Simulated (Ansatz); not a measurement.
In doubt: masses and optical values from hybrid runs of this build are listed as unsure (in some of the runs), which bears on the screening that GW takes from such a start.

Consider KCl (Sylvite).

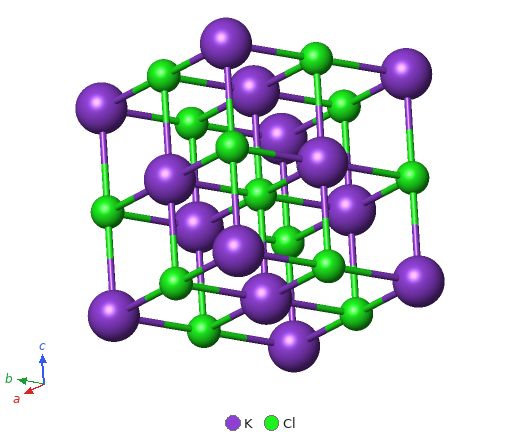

The structure (potassium purple, chlorine green). Some periodic images of atoms are drawn too.

```
K Cl
1.0
     0.00000    3.14647    3.14647
     3.14647    0.00000    3.14647
     3.14647    3.14647    0.00000
K Cl
1 1
Direct
  0.00000 0.00000 0.00000
  0.50000 0.50000 0.50000
```

The cell and positions come from the Crystallography Open Database and are kept as given unless a step says otherwise. PAW set soft_2, made with PBE.

Gaps computed with Ansatz 0.2.0 without a self-energy: HSE06 6.50 eV, r2SCAN 5.83 eV and PBE0 7.24 eV.

**Question.** Estimate the G0W0@HSE06 gap with 4×4×4 mesh, 185 empty bands, screening to 120 eV, default PAW files.

About 8.49 eV: on its mesh the run moves the gap from 6.50 eV by +1.99 eV. Among the scalar-relativistic levels given, PBE0 is nearest (−1.25 eV). Bands and cutoff are finite, so the gap is not at the basis limit. The miss can reach some tenths of an eV and take either sign; the mesh is an error of its own.

[Paths, hosts, dates, memory and timing lines, banners, echoed tables and standing remarks are left out of the program output.]

[Logs are printed without paths, hosts, clocks, repeated set-up lines and the standing remarks that a program may print on its own settings, such as how far it seeks lower states.]

[Runs of the session that timed out or met a known fault of the program may be left out.]

[Cells called generated may have been cut or substituted from an entry of the Crystallography Open Database or the Materials Project.]

[Hosts, paths, dates, database ids (printed as entryN), source tags and the programs' standing remarks are cut or masked in the printed files.]
